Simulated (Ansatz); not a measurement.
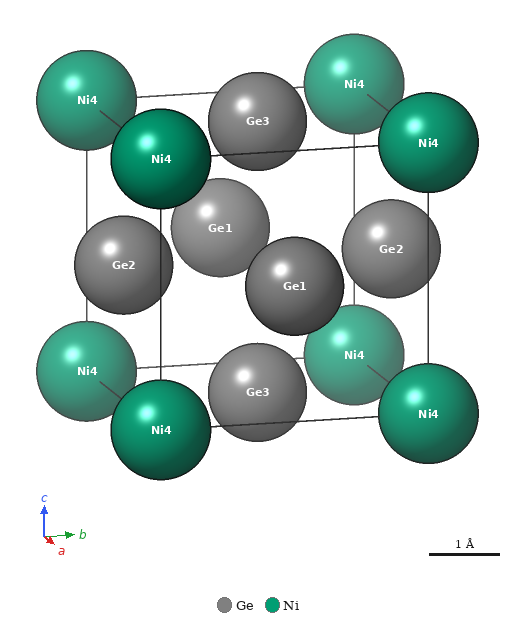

Figure 1. The input geometry (spheres-only view of the cell of the calculation, seen slightly off an axis; atoms are numbered from 1 in the order of the input). An atom can appear more than once, as a periodic image.

## Run report: NiGe3, geometry relaxation (part 1 of 2)

NiGe3 (Pm-3m, 4 atoms in the cell), computed with DFT PBEsol, scalar-relativistic, plane waves, PAW, no spin polarisation (Ansatz 0.2.0).

The structure was built on a prototype by a generator; it need not be a known phase. Figures and captions count atoms from 1; the log counts them from 0 in places.

**The program's output**
```
Engine: ansatz 0.2.0, aarch64-unknown-linux-gnu
Pseudopotentials: kind: paw
Pseudopotential: Ge, paw, valence charge 14, recommended cutoff 420 eV (normal), Ge.paw.azcp
Pseudopotential: Ni, paw, valence charge 18, recommended cutoff 420 eV (normal), Ni.paw.azcp
Functional definition: PBEsol
  exchange = pbesol_x
  correlation = pbesol_c
Crystal: 4 atoms, lattice volume = 62.480 Å³
Basis set: ecut = 420 eV, 1213 PW (Γ), exchange–correlation on 54×54×54 points (8 copies of the dense FFT grid, shifted against one another)
Bands: 36, of which v1, the nominal top of the filled ones, is band 30 counted from 1 (29 counted from 0)
Symmetry: 48 space group operations
Space group: Pm-3m (ITA 221), of the structure as read, at distance tolerance 4.0e-5 Å
k-points: 56 of 1000
Non-local potential: Ge, projectors of the file, l = 0: 2, l = 1: 2, l = 2: 3, l = 3: 1
Non-local potential: Ni, projectors of the file, l = 0: 3, l = 1: 2, l = 2: 3, l = 3: 1
PAW form: soft (Blöchl's): semilocal exchange-correlation on the pseudo side does not see the compensation charge
PAW frozen core: Ge, regenerated for the run's functional, and the local potential with it (the file was generated under x = pbe(κ = 0.804, μ = 0.2195149727645171), c = pbe(β = 0.06672455060314922))
PAW frozen core: Ni, regenerated for the run's functional, and the local potential with it (the file was generated under x = pbe(κ = 0.804, μ = 0.2195149727645171), c = pbe(β = 0.06672455060314922))
PAW one-centre angular grid: Ge, 590 points (default); XC on 64 Gauss nodes
PAW one-centre angular grid: Ni, 590 points (default); XC on 64 Gauss nodes
Initial density: superposition of atomic densities (neutral atoms: chi_scale 0, normalization atom), corrected by the library's trained network
Initial wavefunctions: pseudopotential atomic-orbital guess
Functional: x = pbesol(κ = 0.804, μ = 0.12345679012345678), c = pbesol(β = 0.046)
SCF iter   1: F=—  HF=-18564.532116 eV  |F-HF|=—  |Δ(HF+E_count)|=         —  Δρ=2.65e-3  dr2=1.65e-3  ethr=1.77e-3  ⟨swp⟩=5.4  Hψ=6824  notcnv=0  defer=2
preconditioner: auto → Kerker (q_TF=auto, 2.710 Å⁻¹)  [metal: Δε(μ)=0.055 eV  Ē_g=19.343 eV  σ=0.100 eV  W_gap=0.29  n_scr=18 (ndim 8)  ℏωp=33.9 eV  f_vac=0.000  D(μ)=2.32/eV (n_scr^D=18)]
SCF iter   2: F=—  HF=-18564.531153 eV  |F-HF|=—  |Δ(HF+E_count)|=   9.63e-4  Δρ=9.64e-4  dr2=4.05e-4  ethr=2.76e-6  ⟨swp⟩=2.0  Hψ=4154  notcnv=0  defer=2
SCF iter   3: F=—  HF=-18564.531149 eV  |F-HF|=—  |Δ(HF+E_count)|=   4.28e-6  Δρ=6.12e-4  dr2=2.23e-4  ethr=6.75e-7  ⟨swp⟩=1.0  Hψ=1951  notcnv=0  defer=2
SCF iter   4: F=—  HF=-18564.531152 eV  |F-HF|=—  |Δ(HF+E_count)|=   3.13e-6  Δρ=1.87e-4  dr2=1.38e-5  ethr=3.72e-7  ⟨swp⟩=2.2  Hψ=2212  notcnv=0  defer=2
SCF iter   5: F=—  HF=-18564.531114 eV  |F-HF|=—  |Δ(HF+E_count)|=   3.80e-5  Δρ=5.41e-5  dr2=1.98e-6  ethr=2.30e-8  ⟨swp⟩=2.1  Hψ=3334  notcnv=0  defer=2
SCF iter   6: F=-18564.531114 eV  HF=-18564.531114 eV  |F-HF|=5.53e-8  |Δ(HF+E_count)|=   2.18e-7  Δρ=9.39e-6  dr2=7.44e-8  ethr=1.67e-10  ⟨swp⟩=8.8  Hψ=13529  notcnv=0
SCF 1 converged in 6 iterations: F = -18564.531114 eV  dr2 = 7.44e-8
  greatest PAW one-centre occupation: 1.002 electrons in one spin orbital (limit 2), on the Ni atom at site 3 (counted from 0), in its partial waves of l = 1
relax step   1: F+E_penalty+E_count = -18564.53111355 eV  Δ(F+E_penalty+E_count) = +0.000e0 eV  max|allowed force component| = 1.502e-29 eV/Å  Δτ_max = 0.0000 Å  P = -0.340 GPa  Ω = 62.480 Å³  (6 SCF iters, dr2 threshold 1.00e-7 eV, accepted)
Crystal: 4 atoms, lattice volume = 62.213 Å³
Initial density: handed on by an earlier stage of this run
Initial wavefunctions: those handed on with the density
iter 1 solved again at ethr=5.53e-7 eV; its pass at ethr=3.10e-3 eV (dr2=3.32e-4 eV) is discarded
SCF iter   1: F=—  HF=-18564.531455 eV  |F-HF|=—  |Δ(HF+E_count)|=         —  Δρ=7.25e-4  dr2=3.68e-4  ethr=5.53e-7  ⟨swp⟩=2.0  Hψ=8584  notcnv=0
preconditioner: auto → Kerker (q_TF=auto, 2.712 Å⁻¹)  [metal: Δε(μ)=0.058 eV  Ē_g=19.397 eV  σ=0.100 eV  W_gap=0.30  n_scr=18 (ndim 8)  ℏωp=33.9 eV  f_vac=0.000  D(μ)=2.23/eV (n_scr^D=18)]
SCF iter   2: F=—  HF=-18564.531437 eV  |F-HF|=—  |Δ(HF+E_count)|=   1.76e-5  Δρ=2.98e-4  dr2=8.60e-5  ethr=5.53e-7  ⟨swp⟩=1.0  Hψ=2016  notcnv=0
SCF iter   3: F=—  HF=-18564.531398 eV  |F-HF|=—  |Δ(HF+E_count)|=   3.90e-5  Δρ=7.25e-5  dr2=6.60e-6  ethr=1.43e-7  ⟨swp⟩=1.0  Hψ=2016  notcnv=0
iter 4 did not close the SCF: its close was put off for the readings that it lacked (scf_convergence_deferred on its scf_iter line)
SCF iter   4: F=-18564.531398 eV  HF=-18564.531398 eV  |F-HF|=1.45e-7  |Δ(HF+E_count)|=   5.64e-7  Δρ=2.14e-5  dr2=1.87e-7  ethr=1.10e-8  ⟨swp⟩=2.3  Hψ=2516  notcnv=0
iter 5 did not close the SCF: its close was put off for the readings that it lacked (scf_convergence_deferred on its scf_iter line)
SCF iter   5: F=-18564.531398 eV  HF=-18564.531398 eV  |F-HF|=1.12e-7  |Δ(HF+E_count)|=   1.40e-8  Δρ=9.52e-6  dr2=3.64e-8  ethr=3.12e-10  ⟨swp⟩=2.0  Hψ=3136  notcnv=0
SCF iter   6: F=-18564.531398 eV  HF=-18564.531398 eV  |F-HF|=9.28e-10  |Δ(HF+E_count)|=   4.59e-8  Δρ=2.73e-6  dr2=4.96e-9  ethr=6.06e-11  ⟨swp⟩=5.0  Hψ=12126  notcnv=0
SCF 2 converged in 6 iterations: F = -18564.531398 eV  dr2 = 4.96e-9
relax step   2: F+E_penalty+E_count = -18564.53139766 eV  Δ(F+E_penalty+E_count) = -2.841e-4 eV  max|allowed force component| = 4.865e-30 eV/Å  Δτ_max = 0.0000 Å  P = +0.079 GPa  Ω = 62.213 Å³  energy of the carried Pulay correction = +6.456e-5 eV  (6 SCF iters, dr2 threshold 2.90e-7 eV, accepted)
Crystal: 4 atoms, lattice volume = 62.263 Å³
iter 1 solved again at ethr=1.95e-8 eV; its pass at ethr=3.10e-3 eV (dr2=1.17e-5 eV) is discarded
SCF iter   1: F=—  HF=-18564.531433 eV  |F-HF|=—  |Δ(HF+E_count)|=         —  Δρ=1.34e-4  dr2=1.27e-5  ethr=1.95e-8  ⟨swp⟩=2.0  Hψ=8559  notcnv=0
preconditioner: auto → Kerker (q_TF=auto, 2.712 Å⁻¹)  [metal: Δε(μ)=0.058 eV  Ē_g=19.396 eV  σ=0.100 eV  W_gap=0.30  n_scr=18 (ndim 8)  ℏωp=33.9 eV  f_vac=0.000  D(μ)=2.26/eV (n_scr^D=18)]
SCF iter   2: F=—  HF=-18564.531398 eV  |F-HF|=—  |Δ(HF+E_count)|=   3.53e-5  Δρ=5.34e-5  dr2=2.84e-6  ethr=1.95e-8  ⟨swp⟩=1.0  Hψ=2016  notcnv=0
SCF iter   3: F=—  HF=-18564.531398 eV  |F-HF|=—  |Δ(HF+E_count)|=   2.87e-7  Δρ=1.30e-5  dr2=2.25e-7  ethr=4.73e-9  ⟨swp⟩=1.0  Hψ=2016  notcnv=0
iter 4 did not close the SCF: its close was put off for the readings that it lacked (scf_convergence_deferred on its scf_iter line)
SCF iter   4: F=-18564.531398 eV  HF=-18564.531398 eV  |F-HF|=5.34e-9  |Δ(HF+E_count)|=   2.20e-8  Δρ=3.61e-6  dr2=5.58e-9  ethr=3.75e-10  ⟨swp⟩=2.3  Hψ=2837  notcnv=0
iter 5 did not close the SCF: its close was put off for the readings that it lacked (scf_convergence_deferred on its scf_iter line)
SCF iter   5: F=-18564.531398 eV  HF=-18564.531398 eV  |F-HF|=3.18e-9  |Δ(HF+E_count)|=   1.05e-9  Δρ=1.75e-6  dr2=1.23e-9  ethr=9.31e-12  ⟨swp⟩=2.0  Hψ=3303  notcnv=0
SCF iter   6: F=-18564.531398 eV  HF=-18564.531398 eV  |F-HF|=5.46e-11  |Δ(HF+E_count)|=   1.22e-9  Δρ=4.58e-7  dr2=1.46e-10  ethr=2.04e-12  ⟨swp⟩=4.3  Hψ=10604  notcnv=0
SCF 3 converged in 6 iterations: F = -18564.531398 eV  dr2 = 1.46e-10
relax step   3: F+E_penalty+E_count = -18564.53139776 eV  Δ(F+E_penalty+E_count) = -1.033e-7 eV  max|allowed force component| = 1.012e-29 eV/Å  Δτ_max = 0.0000 Å  P = -0.001 GPa  Ω = 62.263 Å³  energy of the carried Pulay correction = +5.241e-5 eV  (6 SCF iters, dr2 threshold 1.56e-8 eV, accepted)
Initial wavefunctions: pseudopotential atomic-orbital guess (no wavefunctions were taken with the density)
iter 1 solved again at ethr=1.50e-8 eV; its pass at ethr=3.10e-3 eV (dr2=9.01e-6 eV) is discarded
SCF iter   1: F=—  HF=-18564.531386 eV  |F-HF|=—  |Δ(HF+E_count)|=         —  Δρ=2.71e-6  dr2=8.47e-10  ethr=1.50e-8  ⟨swp⟩=3.0  Hψ=12722  notcnv=0
preconditioner: auto → Kerker (q_TF=auto, 2.712 Å⁻¹)  [metal: Δε(μ)=0.057 eV  Ē_g=19.395 eV  σ=0.100 eV  W_gap=0.30  n_scr=18 (ndim 8)  ℏωp=33.9 eV  f_vac=0.000  D(μ)=2.26/eV (n_scr^D=18)]
SCF iter   2: F=—  HF=-18564.531353 eV  |F-HF|=—  |Δ(HF+E_count)|=   3.33e-5  Δρ=2.65e-6  dr2=2.42e-9  ethr=1.41e-12  ⟨swp⟩=3.0  Hψ=5106  notcnv=0
SCF iter   3: F=—  HF=-18564.531353 eV  |F-HF|=—  |Δ(HF+E_count)|=  6.18e-11  Δρ=1.18e-6  dr2=5.72e-10  ethr=1.41e-12  ⟨swp⟩=2.1  Hψ=3490  notcnv=0
SCF iter   4: F=—  HF=-18564.531353 eV  |F-HF|=—  |Δ(HF+E_count)|=  9.09e-11  Δρ=3.83e-7  dr2=6.25e-11  ethr=1.00e-12  ⟨swp⟩=2.5  Hψ=3010  notcnv=0
iter 5 did not close the SCF: its close was put off for the readings that it lacked (scf_convergence_deferred on its scf_iter line)
SCF iter   5: F=-18564.531353 eV  HF=-18564.531353 eV  |F-HF|=7.28e-12  |Δ(HF+E_count)|=  7.28e-12  Δρ=5.53e-8  dr2=1.78e-12  ethr=1.00e-12  ⟨swp⟩=1.0  Hψ=2016  notcnv=0
iter 6 did not close the SCF: its close was put off for the readings that it lacked (scf_convergence_deferred on its scf_iter line)
SCF iter   6: F=-18564.531353 eV  HF=-18564.531353 eV  |F-HF|=0.00e0  |Δ(HF+E_count)|=  7.28e-12  Δρ=1.67e-8  dr2=1.81e-13  ethr=1.00e-12  ⟨swp⟩=1.0  Hψ=2016  notcnv=0
iter 7 did not close the SCF: its close was put off for the readings that it lacked (scf_convergence_deferred on its scf_iter line)
SCF iter   7: F=-18564.531353 eV  HF=-18564.531353 eV  |F-HF|=0.00e0  |Δ(HF+E_count)|=    0.00e0  Δρ=8.02e-9  dr2=5.82e-14  ethr=1.00e-12  ⟨swp⟩=1.0  Hψ=2016  notcnv=0
iter 8 did not close the SCF: its close was put off for the readings that it lacked (scf_convergence_deferred on its scf_iter line)
SCF iter   8: F=-18564.531353 eV  HF=-18564.531353 eV  |F-HF|=0.00e0  |Δ(HF+E_count)|=    0.00e0  Δρ=2.75e-9  dr2=5.05e-15  ethr=1.00e-12  ⟨swp⟩=1.0  Hψ=2016  notcnv=0
SCF iter   9: F=-18564.531353 eV  HF=-18564.531353 eV  |F-HF|=3.64e-12  |Δ(HF+E_count)|=  3.64e-12  Δρ=6.18e-10  dr2=2.46e-16  ethr=1.00e-12  ⟨swp⟩=2.0  Hψ=4850  notcnv=0
SCF 4 converged in 9 iterations: F = -18564.531353 eV  dr2 = 2.46e-16
relax step   4: F+E_penalty+E_count = -18564.53135262 eV  Δ(F+E_penalty+E_count) = +4.515e-5 eV  max|allowed force component| = 7.264e-30 eV/Å  Δτ_max = 0.0000 Å  P = -0.001 GPa  Ω = 62.263 Å³  stress off target by 5.28e-4 GPa  SCF on the basis re-selected at this cell (its energy is not comparable with the rows above)  (9 SCF iters)
```

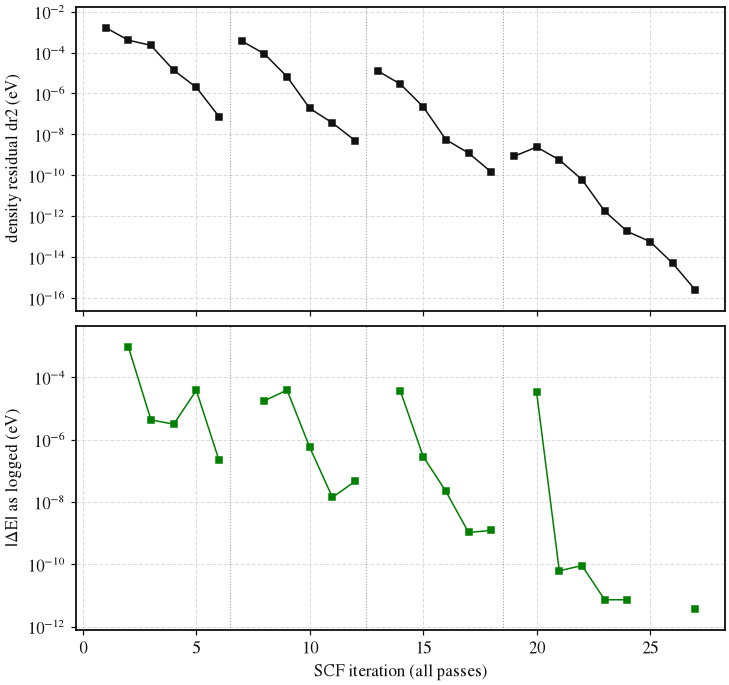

Figure 2. Convergence of the self-consistent field: density residual dr2 and size of the energy change against the SCF iteration. The dotted lines part the SCF passes of the relaxation: geometry steps, rejected trials and re-solves on a re-selected basis. The passes take 6, 6, 6 and 9 iterations.

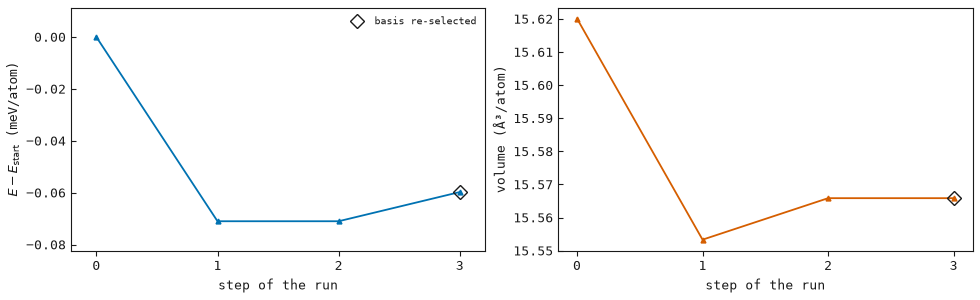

Figure 3. Progress of the relaxation, step by step (the first geometry is step 0 here and step 1 in the log). No atom moves by more than 0.005 Å relative to the cell. After 2 geometry steps the energy has fallen by 0.1 meV per atom. All forces vanish by symmetry, so only the cell relaxes. Pressure: −0.34 GPa at the start and 0.00 GPa at the end. A last SCF at the same geometry on a re-selected plane-wave basis shifts the energy by +0.0 meV per atom.
